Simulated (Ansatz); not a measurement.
**MoS$_{2}$: geometry relaxation (part 2 of 2)**

Continued. System: MoS$_{2}$ (R3m, 3 atoms in the cell). Method: DFT PBE+D3(BJ), scalar-relativistic, plane waves, PAW, no spin polarisation (Ansatz 0.2.0); cutoff 420 eV, 6×6×6 k-mesh, Gaussian smearing of 0.1 eV. The structure derives from an entry of the Crystallography Open Database.

Geometry of the input (Å; fractional positions):
```
1.5815  0.9131  6.1233
-1.5815  0.9131  6.1233
0.0000  -1.8262  6.1233
Mo 0.0000  0.0000  0.0000
S  0.7484  0.7484  0.7484
S  0.5849  0.5849  0.5849
```

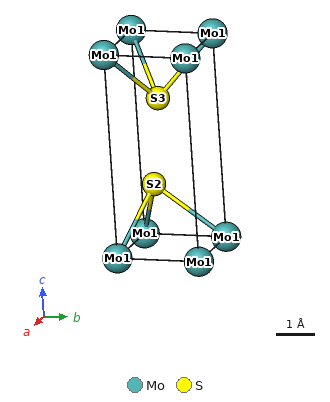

Fig. 1: The geometry at step 2 of the log (ball-and-stick view of the reduced cell, seen slightly off an axis; atoms are numbered from 1 in the order of the input).

Log, continued
```
SCF iter   1: F=—  HF=-6764.061545 eV  |F-HF|=—  |Δ(HF+E_count)|=         —  Δρ=7.63e-3  dr2=5.35e-2  ethr=2.04e-4  ⟨swp⟩=1.0  Hψ=3277  notcnv=0
preconditioner: auto → none  [insulator: Δε(μ)=0.857 eV  Ē_g=8.170 eV  σ=0.100 eV  W_gap=1.00  n_scr=16 (ndim 8)  ℏωp=21.9 eV  f_vac=0.014  D(μ)=0.00/eV (n_scr^D=0)  ε∞_Penn≈8.2]
SCF iter   2: F=—  HF=-6764.063928 eV  |F-HF|=—  |Δ(HF+E_count)|=   2.38e-3  Δρ=8.06e-3  dr2=1.07e-1  ethr=2.04e-4  ⟨swp⟩=2.0  Hψ=896  notcnv=0
SCF iter   3: F=—  HF=-6764.051694 eV  |F-HF|=—  |Δ(HF+E_count)|=   1.22e-2  Δρ=3.93e-3  dr2=1.62e-2  ethr=2.04e-4  ⟨swp⟩=2.0  Hψ=904  notcnv=0
SCF iter   4: F=—  HF=-6764.049732 eV  |F-HF|=—  |Δ(HF+E_count)|=   1.96e-3  Δρ=1.69e-3  dr2=1.15e-3  ethr=6.22e-5  ⟨swp⟩=1.1  Hψ=747  notcnv=0
SCF iter   5: F=—  HF=-6764.049773 eV  |F-HF|=—  |Δ(HF+E_count)|=   4.13e-5  Δρ=3.14e-4  dr2=2.46e-5  ethr=4.41e-6  ⟨swp⟩=2.4  Hψ=739  notcnv=0
SCF iter   6: F=—  HF=-6764.049786 eV  |F-HF|=—  |Δ(HF+E_count)|=   1.31e-5  Δρ=8.97e-5  dr2=1.27e-5  ethr=9.48e-8  ⟨swp⟩=2.4  Hψ=842  notcnv=0
SCF iter   7: F=—  HF=-6764.049785 eV  |F-HF|=—  |Δ(HF+E_count)|=   1.19e-6  Δρ=2.87e-5  dr2=8.47e-7  ethr=4.88e-8  ⟨swp⟩=2.0  Hψ=720  notcnv=0
SCF iter   8: F=—  HF=-6764.049785 eV  |F-HF|=—  |Δ(HF+E_count)|=   4.15e-8  Δρ=1.10e-5  dr2=4.19e-8  ethr=3.26e-9  ⟨swp⟩=2.2  Hψ=722  notcnv=0
SCF iter   9: F=-6764.049785 eV  HF=-6764.049785 eV  |F-HF|=4.00e-11  |Δ(HF+E_count)|=   1.43e-8  Δρ=1.76e-6  dr2=1.09e-9  ethr=1.15e-11  ⟨swp⟩=3.9  Hψ=2431  notcnv=0
SCF 3 converged in 9 iterations: F = -6764.049785 eV  dr2 = 1.09e-9
relax step   3: F+E_penalty+E_count = -6764.04978496 eV  Δ(F+E_penalty+E_count) = -8.263e-2 eV  max|allowed force component| = 1.039e-1 eV/Å  Δτ_max = 0.0930 Å  P = -0.867 GPa  Ω = 51.970 Å³  energy of the carried Pulay correction = +1.324e-4 eV  (9 SCF iters, accepted)
Crystal: 3 atoms, lattice volume = 51.667 Å³
iter 1 solved again at ethr=5.41e-7 eV; its pass at ethr=3.10e-3 eV (dr2=1.41e-4 eV) is discarded
SCF iter   1: F=—  HF=-6764.050750 eV  |F-HF|=—  |Δ(HF+E_count)|=         —  Δρ=4.41e-4  dr2=1.26e-4  ethr=5.41e-7  ⟨swp⟩=3.2  Hψ=3599  notcnv=0
preconditioner: auto → none  [insulator: Δε(μ)=0.791 eV  Ē_g=8.203 eV  σ=0.100 eV  W_gap=1.00  n_scr=16 (ndim 8)  ℏωp=21.9 eV  f_vac=0.008  D(μ)=0.00/eV (n_scr^D=0)  ε∞_Penn≈8.1]
SCF iter   2: F=—  HF=-6764.050727 eV  |F-HF|=—  |Δ(HF+E_count)|=   2.29e-5  Δρ=1.88e-4  dr2=2.42e-5  ethr=4.83e-7  ⟨swp⟩=2.0  Hψ=782  notcnv=0
SCF iter   3: F=—  HF=-6764.050725 eV  |F-HF|=—  |Δ(HF+E_count)|=   1.69e-6  Δρ=1.03e-4  dr2=4.14e-6  ethr=9.31e-8  ⟨swp⟩=2.3  Hψ=748  notcnv=0
iter 4 did not close the SCF: its close was put off for the readings that it lacked (scf_convergence_deferred on its scf_iter line)
SCF iter   4: F=-6764.050725 eV  HF=-6764.050725 eV  |F-HF|=1.22e-7  |Δ(HF+E_count)|=   4.03e-7  Δρ=1.56e-5  dr2=1.97e-7  ethr=1.59e-8  ⟨swp⟩=2.2  Hψ=820  notcnv=0
iter 5 did not close the SCF: its close was put off for the readings that it lacked (scf_convergence_deferred on its scf_iter line)
SCF iter   5: F=-6764.050725 eV  HF=-6764.050725 eV  |F-HF|=3.64e-10  |Δ(HF+E_count)|=   4.07e-9  Δρ=2.48e-6  dr2=2.10e-9  ethr=7.58e-10  ⟨swp⟩=2.0  Hψ=759  notcnv=0
SCF iter   6: F=-6764.050725 eV  HF=-6764.050725 eV  |F-HF|=9.09e-12  |Δ(HF+E_count)|=   1.61e-9  Δρ=3.34e-7  dr2=3.06e-11  ethr=8.08e-12  ⟨swp⟩=1.0  Hψ=1601  notcnv=0
SCF 4 converged in 6 iterations: F = -6764.050725 eV  dr2 = 3.06e-11
relax step   4: F+E_penalty+E_count = -6764.05072538 eV  Δ(F+E_penalty+E_count) = -9.404e-4 eV  max|allowed force component| = 1.051e-2 eV/Å  Δτ_max = 0.0020 Å  P = -0.119 GPa  Ω = 51.667 Å³  energy of the carried Pulay correction = +1.699e-4 eV  (6 SCF iters, dr2 threshold 3.00e-7 eV, accepted)
Initial wavefunctions: pseudopotential atomic-orbital guess (no wavefunctions were taken with the density)
iter 1 solved again at ethr=2.00e-7 eV; its pass at ethr=3.10e-3 eV (dr2=5.20e-5 eV) is discarded
SCF iter   1: F=—  HF=-6764.050557 eV  |F-HF|=—  |Δ(HF+E_count)|=         —  Δρ=4.12e-5  dr2=1.23e-7  ethr=2.00e-7  ⟨swp⟩=3.0  Hψ=4465  notcnv=0
preconditioner: auto → none  [insulator: Δε(μ)=0.792 eV  Ē_g=8.202 eV  σ=0.100 eV  W_gap=1.00  n_scr=16 (ndim 8)  ℏωp=21.9 eV  f_vac=0.008  D(μ)=0.00/eV (n_scr^D=0)  ε∞_Penn≈8.1]
SCF iter   2: F=—  HF=-6764.050559 eV  |F-HF|=—  |Δ(HF+E_count)|=   1.43e-6  Δρ=1.99e-5  dr2=2.68e-8  ethr=4.74e-10  ⟨swp⟩=2.1  Hψ=961  notcnv=0
SCF iter   3: F=—  HF=-6764.050559 eV  |F-HF|=—  |Δ(HF+E_count)|=   2.89e-8  Δρ=3.04e-6  dr2=7.36e-9  ethr=1.03e-10  ⟨swp⟩=2.0  Hψ=960  notcnv=0
iter 4 did not close the SCF: its close was put off for the readings that it lacked (scf_convergence_deferred on its scf_iter line)
SCF iter   4: F=-6764.050559 eV  HF=-6764.050559 eV  |F-HF|=1.29e-10  |Δ(HF+E_count)|=   1.50e-9  Δρ=1.02e-6  dr2=1.20e-10  ethr=2.83e-11  ⟨swp⟩=2.0  Hψ=768  notcnv=0
iter 5 did not close the SCF: its close was put off for the readings that it lacked (scf_convergence_deferred on its scf_iter line)
SCF iter   5: F=-6764.050559 eV  HF=-6764.050559 eV  |F-HF|=9.09e-12  |Δ(HF+E_count)|=  1.47e-10  Δρ=2.62e-7  dr2=2.46e-11  ethr=1.00e-12  ⟨swp⟩=1.1  Hψ=568  notcnv=0
SCF iter   6: F=-6764.050559 eV  HF=-6764.050559 eV  |F-HF|=0.00e0  |Δ(HF+E_count)|=  5.46e-12  Δρ=2.70e-8  dr2=3.41e-13  ethr=1.00e-12  ⟨swp⟩=2.0  Hψ=1505  notcnv=0
SCF 5 converged in 6 iterations: F = -6764.050559 eV  dr2 = 3.41e-13
relax step   5: F+E_penalty+E_count = -6764.05055862 eV  Δ(F+E_penalty+E_count) = +1.668e-4 eV  max|allowed force component| = 1.046e-2 eV/Å  Δτ_max = 0.0000 Å  P = -0.119 GPa  Ω = 51.667 Å³  stress off target by 1.42e-1 GPa  SCF on the basis re-selected at this cell (its energy is not comparable with the rows above)  (6 SCF iters)
basis re-selected at this cell: Δ(F+E_penalty+E_count) = +1.668e-4 eV, ΔP = -0.000 GPa vs the last step (what re-selecting the basis moved, of the pressure what is left beyond the Pulay correction that the steps carried, after the strain that the cell walked since its last selection, with what the two solves' SCF thresholds leave and, on support functions, any second-order correction that the steps lacked; it is no measure of the basis error at this ecutwfc). This SCF's stress stands 1.42e-1 GPa from its target on what of the cell is left free (relax.cell.stress_tol is 5.00e-1 GPa) and its largest allowed force component is 1.05e-2 eV/Å (relax.f_tol is 5.00e-2 eV/Å): within both
SCF converged after 6 iterations
Free energy (F): -6764.050559 eV
Harris-Foulkes:  -6764.050559 eV  (|F-HF|=0.00e0)
Internal energy: -6764.050559 eV  (E = F + TS)
E sigma→0 (E₀):  -6764.050559 eV
Fermi energy:    12.005753 eV
--- Per-component energies (eV) ---
  E_band       = -141.164377
  E_kinetic    = 657.181262
  E_local      = -1851.908914  (includes V_loc(G=0)·N_el)
  E_nonlocal   = 199.298867
  E_hartree    = 706.702489
  E_xc         = -379.017213
  E_vxc        = -405.718515  (∫ρ·V_xc dr)
  E_paw        = -4401.594149  (= ΣΔE_a)
  E_vpaw       = -153.422075  (= ΣTr[D̂ρ^β])
  E_aug_tail   = 0.000040  (compensation charges beyond the density's cutoff)
  E_ewald      = -1693.392901
  E_disp       = -1.320039  (pairwise vdW)
  E_smearing   = -0.000000  (= −TS)
  E_closure    = -0.000000  (closes the sum)
  Σ components = -6764.050559   (vs F -6764.050559, Δ=0.00e0)
--- Forces (eV/Å), atoms counted from 1 ---
  atom   1  Mo     0.00000000    -0.00000000     0.00083974
  atom   2  S     -0.00000000     0.00000000    -0.01046252
  atom   3  S      0.00000000    -0.00000000     0.00962256
  max |Σ_I F_I| component: 2.11e-7 eV/Å
--- Stress (GPa, compression-positive) ---
       -0.107492       0.000000      -0.000000
        0.000000      -0.107492      -0.000000
       -0.000000      -0.000000      -0.141754
  P = ⅓ Tr σ = -0.1189 GPa (-1.189 kbar)
--- Band table (eV; the first three rows and the last of 32) ---
  k-point 0: bands = ["-49.9968", "-24.1603", "-23.9142", "-23.9142", "-3.5881", "-1.7911", "4.4531", "8.2371", "8.2371", "9.3265", "9.3265", "10.2666", "10.5301", "13.5644", "13.5644", "13.9816", "13.9816"]
  k-point 1: bands = ["-49.9862", "-24.1396", "-24.0188", "-23.9380", "-3.1653", "-1.6660", "4.9206", "7.4514", "8.2364", "8.6638", "8.7499", "10.1851", "10.4772", "12.9938", "13.6035", "13.7085", "14.1410"]
  k-point 2: bands = ["-49.9650", "-24.2229", "-24.0979", "-23.9852", "-2.1614", "-1.3758", "5.2447", "6.4794", "6.8985", "7.9120", "9.4908", "9.5746", "9.7783", "12.9466", "13.1978", "14.6918", "14.7468"]
  k-point 31: bands = ["-49.9968", "-24.1605", "-23.9143", "-23.9143", "-3.2151", "-2.3951", "5.7207", "7.8274", "8.2137", "8.2137", "9.3715", "9.3715", "11.6207", "13.6976", "13.6976", "13.7934", "13.7934"]
--- Relaxed structure (4 steps of the walk, 3 accepted, 1 SCFs on fresh bases) ---
  F+E_penalty+E_count = -6764.05055862 eV   max|allowed force component| = 1.046e-2 eV/Å   (the final SCF, on the basis selected at the relaxed cell)
  cell:  # Å, volume = 51.6666 Å³
    - [1.5767623044808414, 0.9103441409400688, 5.999103988971088]
    - [-1.5767623044808414, 0.9103441409400688, 5.999103988971088]
    - [-1.279859476121974e-17, -1.8206882818801375, 5.999103988971088]
  atoms:
    - { symbol: Mo, position: [1.6595656189451845e-5, 1.6595656189451825e-5, 1.6595656189451835e-5] }
    - { symbol: S, position: [0.7535551426962152, 0.7535551426962152, 0.7535551426962152] }
    - { symbol: S, position: [0.5797282616475954, 0.5797282616475954, 0.5797282616475954] }
```

Trajectory as extended XYZ (Å, eV, eV/Å), 5 frames, from step=1 to step=5
```
3
Lattice="1.5815 0.9131 6.1233 -1.5815 0.9131 6.1233 0.0000 -1.8262 6.1233" Properties=species:S:1:pos:R:3:forces:R:3 step=1 energy=-6763.96716 pressure_GPa=5.29
Mo    0.0000    0.0000    0.0000    0.0000   0.0000  -0.0017
S     0.0000    0.0000   13.7481    0.0000   0.0000   1.3024
S     0.0000    0.0000   10.7446    0.0000   0.0000  -1.3006
3
Lattice="1.5384 0.8882 5.8948 -1.5384 0.8882 5.8948 0.0000 -1.7764 5.8948" Properties=species:S:1:pos:R:3:forces:R:3 step=2 energy=-6763.95414 pressure_GPa=2.07 accepted=F
Mo    0.0000    0.0000    0.0000    0.0000   0.0000   0.0452
S     0.0000    0.0000   13.4141    0.0000   0.0000  -0.8201
S     0.0000    0.0000   10.1644    0.0000   0.0000   0.7749
3
Lattice="1.5781 0.9111 6.0239 -1.5781 0.9111 6.0239 0.0000 -1.8223 6.0239" Properties=species:S:1:pos:R:3:forces:R:3 step=3 energy=-6764.04979 pressure_GPa=-0.87
Mo    0.0000    0.0000    0.0003    0.0000   0.0000  -0.0010
S     0.0000    0.0000   13.6159    0.0000   0.0000  -0.1029
S     0.0000    0.0000   10.4786    0.0000   0.0000   0.1039
3
Lattice="1.5768 0.9103 5.9991 -1.5768 0.9103 5.9991 0.0000 -1.8207 5.9991" Properties=species:S:1:pos:R:3:forces:R:3 step=4 energy=-6764.05073 pressure_GPa=-0.12
Mo    0.0000    0.0000    0.0003    0.0000   0.0000   0.0008
S     0.0000    0.0000   13.5620    0.0000   0.0000  -0.0105
S     0.0000    0.0000   10.4336    0.0000   0.0000   0.0097
3
Lattice="1.5768 0.9103 5.9991 -1.5768 0.9103 5.9991 0.0000 -1.8207 5.9991" Properties=species:S:1:pos:R:3:forces:R:3 step=5 energy=-6764.05056 pressure_GPa=-0.12
Mo    0.0000    0.0000    0.0003    0.0000   0.0000   0.0008
S     0.0000    0.0000   13.5620    0.0000   0.0000  -0.0105
S     0.0000    0.0000   10.4336    0.0000   0.0000   0.0096
```

Key numbers

| quantity | value |
| --- | --- |
| outcome | converged |
| space group (tolerance 0.01 Å) | R3m (160) |
| electrons treated | 26 |
| free energy | −6764.0506 eV |
| Fermi energy | 12.006 eV |
| gap on the k-point mesh | 0.79 eV |
| pressure | −0.12 GPa |
| final volume | 51.67 Å³ |
| largest force (length of the vector) at the end | 0.010 eV/Å |
| final cell | a = 6.269 Å, b = 6.269 Å, c = 6.269 Å, α = 29.13°, β = 29.13°, γ = 29.13° |
| hardware | 4 threads of Arm Neoverse V2, 24 GiB of memory available, shared host |
| wall time | 3.8 s (CPU time 14 s) |
| peak memory | 0.37 GiB |
